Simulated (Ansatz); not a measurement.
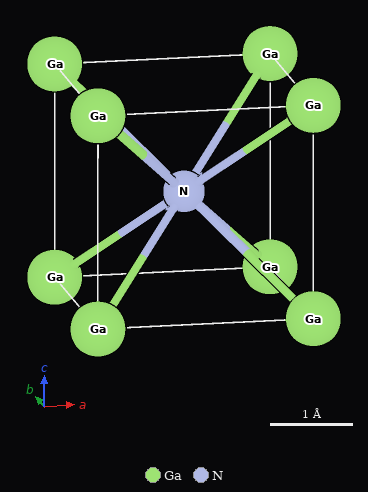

**Figure 1.** The structure as given in the input (ball-and-stick view of the cell of the calculation, seen slightly off an axis).

**Run report: GaN, geometry relaxation**

System: GaN (2 atoms in the cell).
Method: DFT, r2SCAN+rVV10, plane waves, PAW, no spin polarisation (Ansatz 0.2.0).

The structure was built on a prototype by a generator. The geometry comes from this level: PBEsol.

## Input file
```yaml
crystal:
  lattice:
    - [2.7018644676, 0.0, 0.0]
    - [0.0, 2.7018644676, 0.0]
    - [0.0, 0.0, 2.7018644676]
  atoms:
    - { symbol: Ga, position: [0.0, 0.0, 0.0] }
    - { symbol: "N", position: [0.5, 0.5, 0.5] }
kpoints:
  mp_grid: { grid: [8, 8, 8] }
hamiltonian:
  xc: r2scan
  dispersion: rvv10
scf:
  occupations: { method: fermi_dirac, width: 0.03 }
relax:
  f_tol: 0.01
  cell: {}
  max_steps: 120
```

Run on 2 threads of Arm Neoverse V2, 24 GiB of memory available, shared host.

Run as:
```bash
ansatz run input.yaml --threads 2 --pin off --max-ram 2211MiB --backend cpu --events-out ev --progress --plain --runs-dir out
```

## Log
```
Engine: ansatz 0.2.0, aarch64-unknown-linux-gnu
Pseudopotentials: kind: paw
Pseudopotential: Ga, paw, valence charge 13, recommended cutoff 500 eV (meta_gga), Ga.paw.azcp
Pseudopotential: N, paw, valence charge 5, recommended cutoff 500 eV (meta_gga), N.paw.azcp
Functional definition: r2SCAN+rVV10
  parameter k0 = 0.174
  parameter k1 = 0.065
  parameter a1 = 4.9479
  exchange = r2scan_x(k0 = k0, k1 = k1, a1 = a1)
  correlation = r2scan_c + rvv10(11.95, 0.0093)
Crystal: 2 atoms, lattice volume = 19.724 Å³
Basis set: ecut = 500 eV, 485 PW (Γ), exchange–correlation on 96×96×96 points (64 copies of the dense FFT grid, shifted against one another)
Bands: 13, of which v1, the nominal top of the filled ones, is band 9 counted from 1 (8 counted from 0)
Symmetry: 48 space group operations
Space group: Pm-3m (ITA 221), of the structure as read, at distance tolerance 2.7e-5 Å
k-points: 35 of 512
Non-local potential: Ga, projectors of the file, l = 0: 2, l = 1: 2, l = 2: 3, l = 3: 1
Non-local potential: N, projectors of the file, l = 0: 2, l = 1: 2, l = 2: 1
PAW form: soft (Blöchl's): semilocal exchange-correlation on the pseudo side does not see the compensation charge
rVV10 density: all electrons in the spheres
PAW frozen core: Ga, regenerated for the run's functional (the file was generated under x = pbe(κ = 0.804, μ = 0.2195149727645171), c = pbe(β = 0.06672455060314922))
PAW frozen core: N, regenerated for the run's functional (the file was generated under x = pbe(κ = 0.804, μ = 0.2195149727645171), c = pbe(β = 0.06672455060314922))
PAW one-centre angular grid: Ga, 590 points (default); XC on 160 Gauss nodes
PAW one-centre angular grid: N, 302 points (default); XC on 160 Gauss nodes
Initial density: superposition of atomic densities (neutral atoms: chi_scale 0, normalization atom), corrected by the library's trained network
Initial wavefunctions: pseudopotential atomic-orbital guess
Functional: x = r2scan, c = r2scan + rvv10(b = 11.95, C = 0.0093); τ floored in thin density (d = 2e-4 eV/Å³)
SCF iter   1: F=—  HF=-4171.388165 eV  |F-HF|=—  |Δ(HF+E_count)|=         —  Δρ=1.18e-2  dr2=1.06e-2  dr2_τ=3.83e-2  ethr=1.77e-3  ⟨swp⟩=4.7  Hψ=2408  notcnv=0
preconditioner: auto → none  [metal: Δε(μ)=0.038 eV  Ē_g=19.329 eV  σ=0.030 eV  W_gap=0.30  n_scr=6 (ndim 8)  ℏωp=35.5 eV  f_vac=0.000  D(μ)=2.05/eV (n_scr^D=26)  sad-step TF]
SCF iter   2: F=—  HF=-4171.449501 eV  |F-HF|=—  |Δ(HF+E_count)|=   6.13e-2  Δρ=9.80e-3  dr2=2.00e-2  dr2_τ=6.93e-4  ethr=5.87e-5  ⟨swp⟩=2.1  Hψ=1196  notcnv=0
SCF iter   3: F=—  HF=-4171.450864 eV  |F-HF|=—  |Δ(HF+E_count)|=   1.36e-3  Δρ=1.03e-2  dr2=2.06e-2  dr2_τ=2.88e-3  ethr=5.87e-5  ⟨swp⟩=2.5  Hψ=779  notcnv=0
SCF iter   4: F=—  HF=-4171.447706 eV  |F-HF|=—  |Δ(HF+E_count)|=   3.16e-3  Δρ=2.56e-3  dr2=7.39e-4  dr2_τ=5.77e-5  ethr=5.87e-5  ⟨swp⟩=2.2  Hψ=681  notcnv=0
SCF iter   5: F=—  HF=-4171.447772 eV  |F-HF|=—  |Δ(HF+E_count)|=   6.67e-5  Δρ=9.65e-4  dr2=2.03e-4  dr2_τ=1.68e-5  ethr=4.10e-6  ⟨swp⟩=2.1  Hψ=589  notcnv=0
SCF iter   6: F=—  HF=-4171.447744 eV  |F-HF|=—  |Δ(HF+E_count)|=   2.81e-5  Δρ=9.52e-5  dr2=7.20e-7  dr2_τ=2.75e-7  ethr=1.13e-6  ⟨swp⟩=1.1  Hψ=461  notcnv=0
SCF iter   7: F=—  HF=-4171.447741 eV  |F-HF|=—  |Δ(HF+E_count)|=   3.16e-6  Δρ=1.74e-5  dr2=2.77e-8  dr2_τ=2.74e-9  ethr=5.56e-10  ⟨swp⟩=2.8  Hψ=1820  notcnv=0
SCF iter   8: F=-4171.447741 eV  HF=-4171.447741 eV  |F-HF|=1.77e-8  |Δ(HF+E_count)|=   5.42e-8  Δρ=9.87e-6  dr2=2.23e-8  dr2_τ=1.46e-9  ethr=1.54e-10  ⟨swp⟩=2.1  Hψ=1604  notcnv=0
SCF 1 converged in 8 iterations: F = -4171.447741 eV  dr2 = 2.23e-8
  greatest PAW one-centre occupation: 0.996 electrons in one spin orbital (limit 2), on the Ga atom at site 0 (counted from 0), in its partial waves of l = 2
relax step   1: F+E_penalty+E_count = -4171.44774130 eV  Δ(F+E_penalty+E_count) = +0.000e0 eV  max|allowed force component| = 6.426e-30 eV/Å  Δτ_max = 0.0000 Å  P = -2.532 GPa  Ω = 19.724 Å³  (8 SCF iters, dr2 threshold 1.00e-7 eV, accepted)
Crystal: 2 atoms, lattice volume = 19.527 Å³
rVV10 density: all electrons in the spheres
Initial density: handed on by an earlier stage of this run
Initial wavefunctions: those handed on with the density
iter 1 solved again at ethr=5.00e-6 eV; its pass at ethr=3.10e-3 eV (dr2=9.00e-4 eV) is discarded
SCF iter   1: F=—  HF=-4171.448719 eV  |F-HF|=—  |Δ(HF+E_count)|=         —  Δρ=2.10e-3  dr2=8.82e-4  dr2_τ=6.11e-4  ethr=5.00e-6  ⟨swp⟩=2.1  Hψ=2828  notcnv=0
preconditioner: auto → none  [metal: Δε(μ)=0.022 eV  Ē_g=19.370 eV  σ=0.030 eV  W_gap=0.18  n_scr=6 (ndim 8)  ℏωp=35.7 eV  f_vac=0.000  D(μ)=1.85/eV (n_scr^D=26)]
SCF iter   2: F=—  HF=-4171.449968 eV  |F-HF|=—  |Δ(HF+E_count)|=   1.25e-3  Δρ=1.19e-3  dr2=2.64e-4  dr2_τ=7.15e-5  ethr=4.90e-6  ⟨swp⟩=2.0  Hψ=777  notcnv=0
SCF iter   3: F=—  HF=-4171.449954 eV  |F-HF|=—  |Δ(HF+E_count)|=   1.38e-5  Δρ=8.18e-4  dr2=1.55e-4  dr2_τ=9.02e-6  ethr=1.47e-6  ⟨swp⟩=2.1  Hψ=570  notcnv=0
SCF iter   4: F=—  HF=-4171.449932 eV  |F-HF|=—  |Δ(HF+E_count)|=   2.19e-5  Δρ=1.41e-4  dr2=1.67e-6  dr2_τ=1.30e-6  ethr=8.59e-7  ⟨swp⟩=1.4  Hψ=483  notcnv=0
SCF iter   5: F=—  HF=-4171.449933 eV  |F-HF|=—  |Δ(HF+E_count)|=   1.06e-6  Δρ=9.97e-5  dr2=1.97e-6  dr2_τ=1.25e-7  ethr=9.27e-9  ⟨swp⟩=2.9  Hψ=766  notcnv=0
SCF iter   6: F=-4171.449933 eV  HF=-4171.449933 eV  |F-HF|=9.43e-9  |Δ(HF+E_count)|=   2.42e-7  Δρ=2.89e-5  dr2=8.46e-8  dr2_τ=2.73e-8  ethr=1.11e-9  ⟨swp⟩=3.0  Hψ=1671  notcnv=0
SCF 2 converged in 6 iterations: F = -4171.449933 eV  dr2 = 8.46e-8
relax step   2: F+E_penalty+E_count = -4171.44993308 eV  Δ(F+E_penalty+E_count) = -2.192e-3 eV  max|allowed force component| = 3.944e-31 eV/Å  Δτ_max = 0.0000 Å  P = -0.827 GPa  Ω = 19.527 Å³  energy of the carried Pulay correction = +1.129e-4 eV  (6 SCF iters, dr2 threshold 2.00e-7 eV, accepted)
Crystal: 2 atoms, lattice volume = 19.432 Å³
rVV10 density: all electrons in the spheres
iter 1 solved again at ethr=1.19e-6 eV; its pass at ethr=3.10e-3 eV (dr2=2.13e-4 eV) is discarded
SCF iter   1: F=—  HF=-4171.449942 eV  |F-HF|=—  |Δ(HF+E_count)|=         —  Δρ=1.02e-3  dr2=2.07e-4  dr2_τ=1.45e-4  ethr=1.19e-6  ⟨swp⟩=2.1  Hψ=2712  notcnv=0
preconditioner: auto → none  [metal: Δε(μ)=0.023 eV  Ē_g=19.420 eV  σ=0.030 eV  W_gap=0.19  n_scr=6 (ndim 8)  ℏωp=35.7 eV  f_vac=0.000  D(μ)=1.84/eV (n_scr^D=26)]
SCF iter   2: F=—  HF=-4171.450234 eV  |F-HF|=—  |Δ(HF+E_count)|=   2.92e-4  Δρ=5.56e-4  dr2=5.55e-5  dr2_τ=1.59e-5  ethr=1.15e-6  ⟨swp⟩=2.0  Hψ=666  notcnv=0
SCF iter   3: F=—  HF=-4171.450228 eV  |F-HF|=—  |Δ(HF+E_count)|=   5.81e-6  Δρ=3.80e-4  dr2=3.30e-5  dr2_τ=1.93e-6  ethr=3.09e-7  ⟨swp⟩=2.1  Hψ=586  notcnv=0
SCF iter   4: F=—  HF=-4171.450225 eV  |F-HF|=—  |Δ(HF+E_count)|=   3.56e-6  Δρ=7.12e-5  dr2=4.28e-7  dr2_τ=2.92e-7  ethr=1.83e-7  ⟨swp⟩=1.5  Hψ=497  notcnv=0
SCF iter   5: F=—  HF=-4171.450225 eV  |F-HF|=—  |Δ(HF+E_count)|=   2.97e-7  Δρ=5.54e-5  dr2=6.25e-7  dr2_τ=3.94e-8  ethr=1.11e-9  ⟨swp⟩=4.0  Hψ=1465  notcnv=0
SCF iter   6: F=-4171.450225 eV  HF=-4171.450225 eV  |F-HF|=3.52e-9  |Δ(HF+E_count)|=   8.57e-8  Δρ=1.41e-5  dr2=1.82e-8  dr2_τ=7.27e-9  ethr=1.11e-9  ⟨swp⟩=2.9  Hψ=1577  notcnv=0
SCF 3 converged in 6 iterations: F = -4171.450225 eV  dr2 = 1.82e-8
relax step   3: F+E_penalty+E_count = -4171.45022494 eV  Δ(F+E_penalty+E_count) = -2.919e-4 eV  max|allowed force component| = 9.039e-31 eV/Å  Δτ_max = 0.0000 Å  P = +0.026 GPa  Ω = 19.432 Å³  energy of the carried Pulay correction = +1.673e-4 eV  (6 SCF iters, dr2 threshold 2.00e-7 eV, accepted)
rVV10 density: all electrons in the spheres
Initial wavefunctions: pseudopotential atomic-orbital guess (no wavefunctions were taken with the density)
iter 1 solved again at ethr=5.58e-9 eV; its pass at ethr=3.10e-3 eV (dr2=1.00e-6 eV) is discarded
SCF iter   1: F=—  HF=-4171.450028 eV  |F-HF|=—  |Δ(HF+E_count)|=         —  Δρ=4.02e-5  dr2=4.65e-8  dr2_τ=1.10e-7  ethr=5.58e-9  ⟨swp⟩=3.1  Hψ=3810  notcnv=0
preconditioner: auto → none  [metal: Δε(μ)=0.023 eV  Ē_g=19.422 eV  σ=0.030 eV  W_gap=0.19  n_scr=6 (ndim 8)  ℏωp=35.7 eV  f_vac=0.000  D(μ)=1.88/eV (n_scr^D=26)]
SCF iter   2: F=—  HF=-4171.450028 eV  |F-HF|=—  |Δ(HF+E_count)|=   2.48e-7  Δρ=2.27e-5  dr2=2.16e-8  dr2_τ=9.68e-9  ethr=2.58e-10  ⟨swp⟩=2.0  Hψ=773  notcnv=0
SCF iter   3: F=—  HF=-4171.450028 eV  |F-HF|=—  |Δ(HF+E_count)|=   6.58e-8  Δρ=8.74e-6  dr2=1.01e-8  dr2_τ=1.77e-9  ethr=1.20e-10  ⟨swp⟩=2.0  Hψ=732  notcnv=0
SCF iter   4: F=—  HF=-4171.450028 eV  |F-HF|=—  |Δ(HF+E_count)|=   4.96e-9  Δρ=7.94e-6  dr2=1.47e-8  dr2_τ=1.59e-9  ethr=5.62e-11  ⟨swp⟩=2.0  Hψ=752  notcnv=0
SCF iter   5: F=—  HF=-4171.450028 eV  |F-HF|=—  |Δ(HF+E_count)|=   1.95e-9  Δρ=9.77e-7  dr2=6.70e-11  dr2_τ=3.35e-11  ethr=5.62e-11  ⟨swp⟩=1.6  Hψ=483  notcnv=0
SCF iter   6: F=—  HF=-4171.450028 eV  |F-HF|=—  |Δ(HF+E_count)|=  1.28e-10  Δρ=3.74e-7  dr2=2.73e-11  dr2_τ=1.23e-12  ethr=1.00e-12  ⟨swp⟩=5.1  Hψ=1823  notcnv=0
SCF iter   7: F=-4171.450028 eV  HF=-4171.450028 eV  |F-HF|=2.73e-12  |Δ(HF+E_count)|=  1.82e-12  Δρ=8.75e-8  dr2=1.67e-12  dr2_τ=7.78e-14  ethr=1.00e-12  ⟨swp⟩=4.7  Hψ=1602  notcnv=0
SCF 4 converged in 7 iterations: F = -4171.450028 eV  dr2 = 1.67e-12
relax step   4: F+E_penalty+E_count = -4171.45002832 eV  Δ(F+E_penalty+E_count) = +1.966e-4 eV  max|allowed force component| = 2.498e-30 eV/Å  Δτ_max = 0.0000 Å  P = +0.023 GPa  Ω = 19.432 Å³  stress off target by 2.27e-2 GPa  SCF on the basis re-selected at this cell (its energy is not comparable with the rows above)  (7 SCF iters)
```

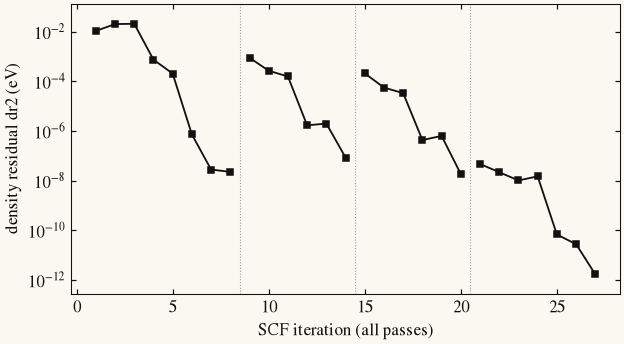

**Figure 2.** Convergence of the self-consistent field: density residual dr2 against the SCF iteration. The dotted lines part the SCF passes of the relaxation: geometry steps, rejected trials and re-solves on a re-selected basis. The passes take 8, 6, 6 and 7 iterations.

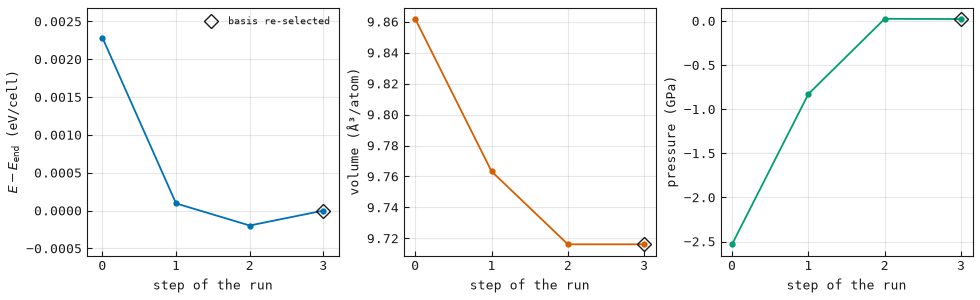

**Figure 3.** Progress of the relaxation, step by step (the first geometry is step 0 here and step 1 in the log). The atoms keep their places relative to the cell (all moves are under 0.005 Å). The volume changes by −1.5 %, with a = b = c 2.702 → 2.688 Å (−0.5 %). Among the contacts that change: Ga1–N2 2.340 → 2.328 Å. The space group stays Pm-3m (No. 221). Over 2 geometry steps the energy falls by 2.5 meV per cell of the calculation. All forces vanish by symmetry, so only the cell relaxes. The pressure goes from −2.53 to 0.02 GPa. A last SCF at the same geometry on a re-selected plane-wave basis shifts the energy by +0.2 meV per cell of the calculation. (Atoms are counted from 1 in the order of the input.)

```
basis re-selected at this cell: Δ(F+E_penalty+E_count) = +1.966e-4 eV, ΔP = -0.003 GPa vs the last step (what re-selecting the basis moved, of the pressure what is left beyond the Pulay correction that the steps carried, after the strain that the cell walked since its last selection, with what the two solves' SCF thresholds leave and, on support functions, any second-order correction that the steps lacked; it is no measure of the basis error at this ecutwfc). This SCF's stress stands 2.27e-2 GPa from its target on what of the cell is left free (relax.cell.stress_tol is 5.00e-2 GPa) and its largest allowed force component is 2.50e-30 eV/Å (relax.f_tol is 1.00e-2 eV/Å): within both
SCF converged after 7 iterations
Free energy (F): -4171.450028 eV
Harris-Foulkes:  -4171.450028 eV  (|F-HF|=2.73e-12)
Internal energy: -4171.445065 eV  (E = F + TS)
E sigma→0 (E₀):  -4171.447546 eV
Entropy (-TS):   -0.004964 eV (-2.482 meV/atom)
Fermi energy:    13.595977 eV
--- Per-component energies (eV) ---
  E_band       = 28.966165
  E_kinetic    = 244.403103
  E_local      = -1659.789251  (includes V_loc(G=0)·N_el)
  E_nonlocal   = 477.850139
  E_hartree    = 777.261816
  E_xc         = -119.303221
  E_vxc        = -141.708491  (∫ρ·V_xc dr)
  E_paw        = -2137.920717  (= ΣΔE_a)
  E_vpaw       = -454.061230  (= ΣTr[D̂ρ^β])
  E_aug_tail   = -0.000001  (compensation charges beyond the density's cutoff)
  E_vtau       = 7.748268  (kinetic-family band-sum trace: ∫τ·v_τ [+ j·A + Jᵃ·Aᵃ] dr)
  E_ewald      = -1753.264298
  E_core_change = -0.682634  (= ΣΔE_core)
  E_smearing   = -0.004964  (= −TS)
  E_closure    = 0.000000  (closes the sum)
  Σ components = -4171.450028   (vs F -4171.450028, Δ=0.00e0)
--- Forces (eV/Å), atoms counted from 1 ---
  atom   1  Ga     0.00000000    -0.00000000     0.00000000
  atom   2  N      0.00000000     0.00000000    -0.00000000
  max |Σ_I F_I| component: 4.47e-30 eV/Å
--- Stress (GPa, compression-positive) ---
        0.022707      -0.000000      -0.000000
       -0.000000       0.022707       0.000000
       -0.000000       0.000000       0.022707
  P = ⅓ Tr σ = 0.0227 GPa (0.227 kbar)
--- Relaxed structure (3 steps of the walk, 3 accepted, 1 SCFs on fresh bases) ---
  F+E_penalty+E_count = -4171.45002832 eV   max|allowed force component| = 2.498e-30 eV/Å   (the final SCF, on the basis selected at the relaxed cell)
  cell:  # Å, volume = 19.4323 Å³
    - [2.688489774965345, 3.197344634236622e-34, 3.209883240645393e-35]
    - [3.197344634236622e-34, 2.688489774965345, 0.0]
    - [3.209883240645393e-35, 0.0, 2.688489774965345]
  atoms:
    - { symbol: Ga, position: [-2.6139940884017334e-86, 1.1369773010402702e-36, 1.1137736826528715e-36] }
    - { symbol: N, position: [0.49999999999999994, 0.49999999999999994, 0.49999999999999994] }
```

## Trajectory as extended XYZ (Å, eV, eV/Å), 4 frames, from step=1 to step=4
```
2
Lattice="2.7019 0.0000 0.0000 0.0000 2.7019 0.0000 0.0000 0.0000 2.7019" Properties=species:S:1:pos:R:3:forces:R:3 step=1 energy=-4171.44774 pressure_GPa=-2.53
Ga    0.0000    0.0000    0.0000    0.0000   0.0000   0.0000
N     1.3509    1.3509    1.3509    0.0000   0.0000   0.0000
2
Lattice="2.6928 0.0000 0.0000 0.0000 2.6928 0.0000 0.0000 0.0000 2.6928" Properties=species:S:1:pos:R:3:forces:R:3 step=2 energy=-4171.44993 pressure_GPa=-0.83
Ga    0.0000    0.0000    0.0000    0.0000   0.0000   0.0000
N     1.3464    1.3464    1.3464    0.0000   0.0000   0.0000
2
Lattice="2.6885 0.0000 0.0000 0.0000 2.6885 0.0000 0.0000 0.0000 2.6885" Properties=species:S:1:pos:R:3:forces:R:3 step=3 energy=-4171.45022 pressure_GPa=0.03
Ga    0.0000    0.0000    0.0000    0.0000   0.0000   0.0000
N     1.3442    1.3442    1.3442    0.0000   0.0000   0.0000
2
Lattice="2.6885 0.0000 0.0000 0.0000 2.6885 0.0000 0.0000 0.0000 2.6885" Properties=species:S:1:pos:R:3:forces:R:3 step=4 energy=-4171.45003 pressure_GPa=0.02
Ga    0.0000    0.0000    0.0000    0.0000   0.0000   0.0000
N     1.3442    1.3442    1.3442    0.0000   0.0000   0.0000
```

## Summary

| quantity | value |
| --- | --- |
| outcome | converged |
| space group (tolerance 0.01 Å) | Pm-3m (221) |
| electrons treated | 18 |
| free energy | −4171.4500 eV |
| Fermi energy | 13.596 eV |
| pressure | 0.02 GPa |
| final volume | 19.43 Å³ |
| largest force (length of the vector) at the end | under 0.001 eV/Å |
| final cell | a = 2.688 Å, b = 2.688 Å, c = 2.688 Å, α = 90.00°, β = 90.00°, γ = 90.00° |
| wall time | 4.8 s (CPU time 9.2 s) |
| peak memory | 0.35 GiB |
